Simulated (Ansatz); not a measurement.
Read the following structure.

```
CELL_PARAMETERS angstrom
4.19672 0.00000 0.00000
0.00000 4.19672 0.00000
0.00000 0.00000 4.32262
ATOMIC_POSITIONS crystal
Ge 0.00000 0.00000 0.00000
Ge 0.50000 0.50000 0.00000
Ge 0.50000 0.00000 0.50000
Ge 0.00000 0.50000 0.50000
```

> Say what kind of structure these coordinates give.

The element is germanium. Strictly the space group is I4/mmm (No. 139, within 0.01 Å). It is a distorted form of a face-centred cubic structure, space group Fm-3m (No. 225) within 0.25 Å: face-centred cubic (Cu type). The cell holds four atoms. Ge is coordinated by twelve Ge in a cuboctahedral arrangement at 2.97 to 3.01 Å. The bonds build a three-dimensional framework.

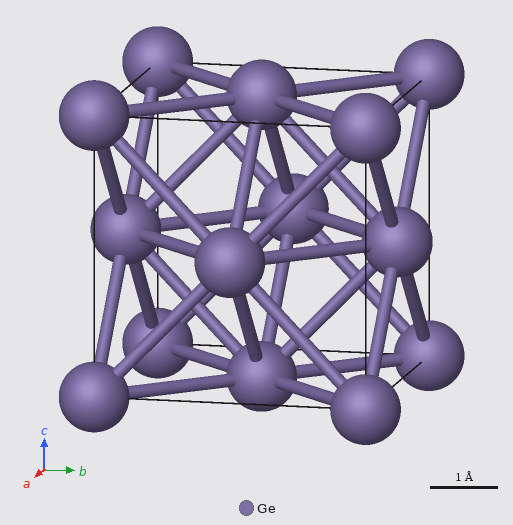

The crystal in a ball-and-stick representation, seen slightly off an axis. The drawn cell (a repeat of the simulation cell) is outlined; an atom on or near a face, edge or corner is repeated at each equivalent position.

Provenance: a structure listed in the Materials Project. The cell was then strained or its atoms displaced on purpose. It went into a calculation with Ansatz.
